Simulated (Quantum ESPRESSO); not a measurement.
# H on fcc sites of Ni(111), stepped through the coverage, part 9 of 10

What law, if any, do the results for H on fcc sites of Ni(111) follow against the coverage?

Quantum ESPRESSO 7.5; plane-wave DFT, PBE, GBRV ultrasoft pseudopotentials.

So far. Step 9 (Relaxation with pw.x, 0.75 ML): The relaxation lowers the energy by 7 meV an atom. On the free atoms the largest force ends at 0.031 eV/Å. Step 10 (Ground state, 0.75 ML): Inside the slab this potential holds the local part of the pseudopotentials, which can be repulsive at the nuclei; only its value in the vacuum has a meaning of its own.

## (11) Relaxation with pw.x, 1 ML

System of this step: Ni(111), 3 layers, 1 sites a cell, 1 H on fcc sites. The cell holds 4 atoms: 3 Ni and 1 H. Its edges and angles: a = 2.487 Å, b = 2.487 Å, c = 18.826 Å, α = 90.0°, β = 90.0°, γ = 60.0°. It derives from Ni. Vacuum lies along c.

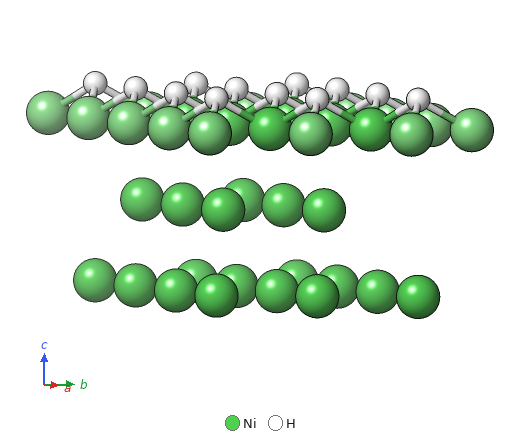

The cell of this step (nickel green, hydrogen white). 3×2×1 cells are drawn. Some periodic images of atoms are drawn too.

Input file m7.relax.in:

```
&control
  prefix = 'm7.relax'
  outdir = './out'
  pseudo_dir = './pseudo'
  nstep = 70
  forc_conv_thr = 0.0015
  calculation = 'relax'
/
&system
  ibrav = 0
  nat = 4
  ntyp = 2
  ecutwfc = 40
  ecutrho = 200
  occupations = 'smearing'
  smearing = 'mv'
  degauss = 0.02
  nspin = 2
  starting_magnetization(1) = 0.12
/
&electrons
  conv_thr = 1e-07
  mixing_beta = 0.3
  electron_maxstep = 120
  mixing_mode = 'local-TF'
/
&ions
/
ATOMIC_SPECIES
  Ni  58.6934  ni_pbe_v1.4.uspp.F.UPF
  H   1.0080  h_pbe_v1.4.uspp.F.UPF
CELL_PARAMETERS angstrom
  2.48728422466649 0.00000000000000 0.00000000000000
  1.24364211233325 2.15405132499346 0.00000000000000
  0.00000000000000 0.00000000000000 18.82603589454892
ATOMIC_POSITIONS crystal
  Ni  0.000000000000 0.000000000000 0.371566804386 0 0 0
  Ni  0.333333333400 0.333333333400 0.479441827923 0 0 0
  Ni  0.666666666700 0.666666666700 0.587316851460
  H   0.000000000000 0.000000000000 0.628433195614
K_POINTS automatic
  10 10 1 0 0 0
```

On the command line:

```
$ OMP_NUM_THREADS=1 mpirun -n 16 pw.x -nk 4 -in m7.relax.in > m7.relax.out
```

Log:

```text
[banner, memory and clock lines left out]
Program PWSCF v.7.5 starts
[...]
Message from routine setup:
[...]
number of electrons       =        55.00
     number of Kohn-Sham states=           34
     kinetic-energy cutoff     =      40.0000  Ry
     charge density cutoff     =     200.0000  Ry
[...]
number of k points=    14  Marzari-Vanderbilt smearing, width (Ry)=  0.0200
[...]
Dense  grid:    32477 G-vectors     FFT dimensions: (  24,  24, 162)
[...]
negative rho (up, down):  8.308E-04 6.454E-04
     Starting wfcs are   40 randomized atomic wfcs
[...]
negative rho (up, down):  8.862E-02 8.988E-02
[...]
estimated scf accuracy    <     560.74200451 Ry
     total magnetization       =     0.42 Bohr mag/cell
     absolute magnetization    =     0.50 Bohr mag/cell
[...]
negative rho (up, down):  6.669E-02 6.650E-02
[...]
estimated scf accuracy    <      37.01786538 Ry
     total magnetization       =     2.61 Bohr mag/cell
     absolute magnetization    =     2.89 Bohr mag/cell
[...]
negative rho (up, down):  4.642E-02 4.628E-02
[...]
estimated scf accuracy    <      10.19618981 Ry
     total magnetization       =     2.85 Bohr mag/cell
     absolute magnetization    =     3.10 Bohr mag/cell
[...]
negative rho (up, down):  1.776E-02 1.773E-02
[...]
estimated scf accuracy    <       1.60122747 Ry
     total magnetization       =     2.30 Bohr mag/cell
     absolute magnetization    =     2.69 Bohr mag/cell
[...]
negative rho (up, down):  8.415E-03 8.492E-03
[...]
estimated scf accuracy    <       0.90666761 Ry
     total magnetization       =     2.14 Bohr mag/cell
     absolute magnetization    =     2.45 Bohr mag/cell
[...]
estimated scf accuracy    <       0.29072547 Ry
     total magnetization       =     2.07 Bohr mag/cell
     absolute magnetization    =     2.37 Bohr mag/cell
[...]
negative rho (up, down):  1.563E-03 1.571E-03
[...]
estimated scf accuracy    <       0.18287860 Ry
     total magnetization       =     1.87 Bohr mag/cell
     absolute magnetization    =     2.17 Bohr mag/cell
[...]
negative rho (up, down):  5.578E-04 5.633E-04
[...]
estimated scf accuracy    <       0.11877448 Ry
     total magnetization       =     1.60 Bohr mag/cell
     absolute magnetization    =     1.89 Bohr mag/cell
[...]
estimated scf accuracy    <       0.09284651 Ry
     total magnetization       =     1.59 Bohr mag/cell
     absolute magnetization    =     1.86 Bohr mag/cell
[...]
negative rho (up, down):  1.222E-02 1.152E-02
[...]
estimated scf accuracy    <       0.12298905 Ry
     total magnetization       =     1.57 Bohr mag/cell
     absolute magnetization    =     1.82 Bohr mag/cell
[...]
negative rho (up, down):  4.317E-03 3.819E-03
[...]
estimated scf accuracy    <       0.11754949 Ry
     total magnetization       =     1.61 Bohr mag/cell
     absolute magnetization    =     1.78 Bohr mag/cell
[...]
negative rho (up, down):  2.044E-02 1.957E-02
[...]
estimated scf accuracy    <       0.05721712 Ry
     total magnetization       =     1.60 Bohr mag/cell
     absolute magnetization    =     1.79 Bohr mag/cell
[...]
negative rho (up, down):  1.312E-02 1.228E-02
[...]
estimated scf accuracy    <       0.04844850 Ry
     total magnetization       =     1.62 Bohr mag/cell
     absolute magnetization    =     1.83 Bohr mag/cell
[...]
negative rho (up, down):  1.168E-02 1.087E-02
[...]
estimated scf accuracy    <       0.03727100 Ry
     total magnetization       =     1.62 Bohr mag/cell
     absolute magnetization    =     1.85 Bohr mag/cell
[...]
negative rho (up, down):  8.396E-03 7.907E-03
[...]
estimated scf accuracy    <       0.00263970 Ry
     total magnetization       =     1.61 Bohr mag/cell
     absolute magnetization    =     1.85 Bohr mag/cell
[...]
negative rho (up, down):  5.399E-03 5.259E-03
[...]
estimated scf accuracy    <       0.00139699 Ry
     total magnetization       =     1.62 Bohr mag/cell
     absolute magnetization    =     1.87 Bohr mag/cell
[...]
negative rho (up, down):  3.102E-03 3.072E-03
[...]
estimated scf accuracy    <       0.00077535 Ry
     total magnetization       =     1.64 Bohr mag/cell
     absolute magnetization    =     1.88 Bohr mag/cell
[...]
negative rho (up, down):  2.116E-03 2.116E-03
[...]
estimated scf accuracy    <       0.00064680 Ry
     total magnetization       =     1.64 Bohr mag/cell
     absolute magnetization    =     1.87 Bohr mag/cell
[...]
negative rho (up, down):  1.263E-03 1.272E-03
[...]
estimated scf accuracy    <       0.00037161 Ry
     total magnetization       =     1.63 Bohr mag/cell
     absolute magnetization    =     1.87 Bohr mag/cell
[...]
negative rho (up, down):  6.842E-04 7.007E-04
[...]
estimated scf accuracy    <       0.00009611 Ry
     total magnetization       =     1.63 Bohr mag/cell
     absolute magnetization    =     1.87 Bohr mag/cell
[...]
negative rho (up, down):  6.599E-04 6.813E-04
[...]
estimated scf accuracy    <       0.00001123 Ry
     total magnetization       =     1.63 Bohr mag/cell
     absolute magnetization    =     1.87 Bohr mag/cell
[...]
negative rho (up, down):  4.077E-04 4.525E-04
[...]
estimated scf accuracy    <       0.00000533 Ry
     total magnetization       =     1.63 Bohr mag/cell
     absolute magnetization    =     1.87 Bohr mag/cell
[...]
negative rho (up, down):  3.263E-04 3.739E-04
[...]
estimated scf accuracy    <       0.00000145 Ry
     total magnetization       =     1.63 Bohr mag/cell
     absolute magnetization    =     1.87 Bohr mag/cell
[...]
negative rho (up, down):  2.738E-04 3.250E-04
[...]
estimated scf accuracy    <       0.00000090 Ry
     total magnetization       =     1.64 Bohr mag/cell
     absolute magnetization    =     1.87 Bohr mag/cell
[...]
negative rho (up, down):  2.701E-04 3.212E-04
[...]
estimated scf accuracy    <       0.00000038 Ry
     total magnetization       =     1.64 Bohr mag/cell
     absolute magnetization    =     1.87 Bohr mag/cell
[...]
negative rho (up, down):  2.684E-04 3.190E-04
[...]
estimated scf accuracy    <       0.00000012 Ry
     total magnetization       =     1.64 Bohr mag/cell
     absolute magnetization    =     1.87 Bohr mag/cell
[...]
negative rho (up, down):  2.357E-04 2.876E-04
[...]
the Fermi energy is     2.5723 ev
!    total energy              =   -1030.93867123 Ry
[...]
absolute magnetization    =     1.89 Bohr mag/cell
[...]
negative rho (up, down):  2.380E-04 2.906E-04
[...]
estimated scf accuracy    <          9.7E-09 Ry
     total magnetization       =     1.65 Bohr mag/cell
     absolute magnetization    =     1.89 Bohr mag/cell
[...]
negative rho (up, down):  2.366E-04 2.891E-04
[...]
the Fermi energy is     2.5740 ev
!    total energy              =   -1030.93969805 Ry
     estimated scf accuracy    <          2.5E-09 Ry
     smearing contrib. (-TS)   =       0.00020390 Ry
     internal energy E=F+TS    =   -1030.93990195 Ry
[...]
one-electron contribution =   -6119.26927180 Ry
     hartree contribution      =    3064.64878661 Ry
     xc contribution           =    -107.35349256 Ry
     ewald contribution        =    2131.03407579 Ry
     total magnetization       =     1.65 Bohr mag/cell
     absolute magnetization    =     1.89 Bohr mag/cell
     convergence has been achieved in  16 iterations
     negative rho (up, down):  2.366E-04 2.891E-04
[...]
Total force =     0.008940     Total SCF correction =     0.000005
[...]
negative rho (up, down):  2.684E-04 2.600E-04
[...]
negative rho (up, down):  2.402E-04 2.655E-04
[...]
estimated scf accuracy    <       0.01236798 Ry
     total magnetization       =     1.64 Bohr mag/cell
     absolute magnetization    =     1.88 Bohr mag/cell
[...]
negative rho (up, down):  2.318E-04 2.607E-04
[...]
estimated scf accuracy    <       0.01020669 Ry
     total magnetization       =     1.67 Bohr mag/cell
     absolute magnetization    =     1.90 Bohr mag/cell
[...]
negative rho (up, down):  2.221E-04 2.555E-04
[...]
estimated scf accuracy    <       0.00127112 Ry
     total magnetization       =     1.66 Bohr mag/cell
     absolute magnetization    =     1.89 Bohr mag/cell
[...]
negative rho (up, down):  1.815E-04 2.353E-04
[...]
estimated scf accuracy    <       0.00088320 Ry
     total magnetization       =     1.65 Bohr mag/cell
     absolute magnetization    =     1.89 Bohr mag/cell
[...]
negative rho (up, down):  1.754E-04 2.274E-04
[...]
estimated scf accuracy    <       0.00004647 Ry
     total magnetization       =     1.66 Bohr mag/cell
     absolute magnetization    =     1.90 Bohr mag/cell
[...]
negative rho (up, down):  1.675E-04 2.150E-04
[...]
estimated scf accuracy    <       0.00003529 Ry
     total magnetization       =     1.66 Bohr mag/cell
     absolute magnetization    =     1.90 Bohr mag/cell
[...]
negative rho (up, down):  1.678E-04 2.145E-04
[...]
estimated scf accuracy    <       0.00000881 Ry
     total magnetization       =     1.66 Bohr mag/cell
     absolute magnetization    =     1.90 Bohr mag/cell
[...]
negative rho (up, down):  1.775E-04 2.284E-04
[...]
estimated scf accuracy    <       0.00000422 Ry
     total magnetization       =     1.66 Bohr mag/cell
     absolute magnetization    =     1.90 Bohr mag/cell
[...]
negative rho (up, down):  1.835E-04 2.348E-04
[...]
estimated scf accuracy    <       0.00000034 Ry
     total magnetization       =     1.66 Bohr mag/cell
     absolute magnetization    =     1.90 Bohr mag/cell
[...]
negative rho (up, down):  2.102E-04 2.624E-04
[...]
estimated scf accuracy    <       0.00000040 Ry
     total magnetization       =     1.66 Bohr mag/cell
     absolute magnetization    =     1.90 Bohr mag/cell
[...]
negative rho (up, down):  2.177E-04 2.702E-04
[...]
estimated scf accuracy    <       0.00000035 Ry
[...]
the Fermi energy is     2.5749 ev
!    total energy              =   -1030.94005968 Ry
     estimated scf accuracy    <          3.9E-10 Ry
     smearing contrib. (-TS)   =       0.00017902 Ry
     internal energy E=F+TS    =   -1030.94023871 Ry
[...]
one-electron contribution =   -6115.60786318 Ry
     hartree contribution      =    3062.81865732 Ry
     xc contribution           =    -107.34078929 Ry
     ewald contribution        =    2129.18975644 Ry
     total magnetization       =     1.67 Bohr mag/cell
     absolute magnetization    =     1.91 Bohr mag/cell
     convergence has been achieved in  16 iterations
     negative rho (up, down):  2.351E-04 2.879E-04
[...]
Total force =     0.009069     Total SCF correction =     0.000025
[...]
negative rho (up, down):  2.603E-04 2.621E-04
[...]
negative rho (up, down):  3.073E-04 3.290E-04
[...]
estimated scf accuracy    <       0.05279841 Ry
     total magnetization       =     1.71 Bohr mag/cell
     absolute magnetization    =     1.95 Bohr mag/cell
[...]
negative rho (up, down):  3.354E-04 3.626E-04
[...]
estimated scf accuracy    <       0.03110176 Ry
     total magnetization       =     1.65 Bohr mag/cell
     absolute magnetization    =     1.89 Bohr mag/cell
[...]
negative rho (up, down):  3.726E-04 4.043E-04
[...]
estimated scf accuracy    <       0.01231268 Ry
     total magnetization       =     1.69 Bohr mag/cell
     absolute magnetization    =     1.93 Bohr mag/cell
[...]
negative rho (up, down):  6.434E-04 6.839E-04
[...]
estimated scf accuracy    <       0.00716744 Ry
     total magnetization       =     1.69 Bohr mag/cell
     absolute magnetization    =     1.93 Bohr mag/cell
[...]
negative rho (up, down):  6.697E-04 7.087E-04
[...]
estimated scf accuracy    <       0.00024786 Ry
     total magnetization       =     1.68 Bohr mag/cell
     absolute magnetization    =     1.92 Bohr mag/cell
[...]
negative rho (up, down):  7.234E-04 7.555E-04
[...]
estimated scf accuracy    <       0.00004175 Ry
     total magnetization       =     1.68 Bohr mag/cell
     absolute magnetization    =     1.92 Bohr mag/cell
[...]
negative rho (up, down):  7.061E-04 7.370E-04
[...]
estimated scf accuracy    <       0.00011347 Ry
     total magnetization       =     1.68 Bohr mag/cell
     absolute magnetization    =     1.92 Bohr mag/cell
[...]
negative rho (up, down):  5.453E-04 5.859E-04
[...]
estimated scf accuracy    <       0.00003845 Ry
     total magnetization       =     1.68 Bohr mag/cell
     absolute magnetization    =     1.92 Bohr mag/cell
[...]
negative rho (up, down):  4.869E-04 5.303E-04
[...]
estimated scf accuracy    <       0.00001022 Ry
     total magnetization       =     1.68 Bohr mag/cell
     absolute magnetization    =     1.92 Bohr mag/cell
[...]
negative rho (up, down):  3.455E-04 3.927E-04
[...]
estimated scf accuracy    <       0.00000261 Ry
     total magnetization       =     1.68 Bohr mag/cell
     absolute magnetization    =     1.92 Bohr mag/cell
[...]
negative rho (up, down):  2.874E-04 3.351E-04
[...]
estimated scf accuracy    <       0.00000083 Ry
     total magnetization       =     1.68 Bohr mag/cell
     absolute magnetization    =     1.92 Bohr mag/cell
[...]
negative rho (up, down):  2.499E-04 2.994E-04
[...]
estimated scf accuracy    <       0.00000037 Ry
     total magnetization       =     1.68 Bohr mag/cell
     absolute magnetization    =     1.92 Bohr mag/cell
[...]
negative rho (up, down):  2.362E-04 2.869E-04
[...]
estimated scf accuracy    <       0.00000020 Ry
     total magnetization       =     1.68 Bohr mag/cell
     absolute magnetization    =     1.92 Bohr mag/cell
[...]
negative rho (up, down):  2.328E-04 2.844E-04
[...]
estimated scf accuracy    <       0.00000013 Ry
     total magnetization       =     1.68 Bohr mag/cell
     absolute magnetization    =     1.92 Bohr mag/cell
[...]
negative rho (up, down):  2.303E-04 2.829E-04
[...]
estimated scf accuracy    <       0.00000014 Ry
     total magnetization       =     1.68 Bohr mag/cell
     absolute magnetization    =     1.92 Bohr mag/cell
[...]
negative rho (up, down):  2.308E-04 2.835E-04
[...]
estimated scf accuracy    <          3.3E-09 Ry
     total magnetization       =     1.68 Bohr mag/cell
     absolute magnetization    =     1.92 Bohr mag/cell
[...]
```

The job ended after 51 s (16 MPI ranks of Arm Neoverse V2, shared host; peak memory 0.94 GiB).

Relaxation path:

```csv
step,energy less that of the first step (eV),largest force (eV/Å)
1,0.0000,0.4701
2,-0.0052,0.4062
3,-0.0095,0.3264
4,-0.0140,0.2242
5,-0.0174,0.1879
6,-0.0189,0.2320
7,-0.0207,0.2322
8,-0.0234,0.1691
9,-0.0247,0.0662
10,-0.0250,0.0135
```

The atoms that moved most (Å):

```csv
atom,dx,dy,dz,length
H4,0.000,0.000,0.128,0.128
Ni3,0.000,0.000,0.037,0.037
```

The relaxation lowers the energy by 6 meV an atom. On the free atoms the largest force ends at 0.013 eV/Å.

This step gave:

- free energy: -14026.6602 eV
- Fermi energy: 2.568 eV
- magnetization: 1.69 μB
- absolute magnetization: 1.93 μB
- site moments: 0.7399, 0.7191, 0.2025, -0.0042 μB

(Continued in part 10 of 10.)

[Logs are printed without paths, hosts, clocks, repeated set-up lines and the standing remarks that a program may print on its own settings, such as how far it seeks lower states.]

[Hosts, paths, dates, database ids (printed as entryN), source tags and the programs' standing remarks are cut or masked in the printed files.]

[Maps of the electrostatic potential energy from Ansatz leave out the sawtooth potential of an applied field or a dipole correction, so their vacuum need not be flat; planar profiles and work functions include it.]
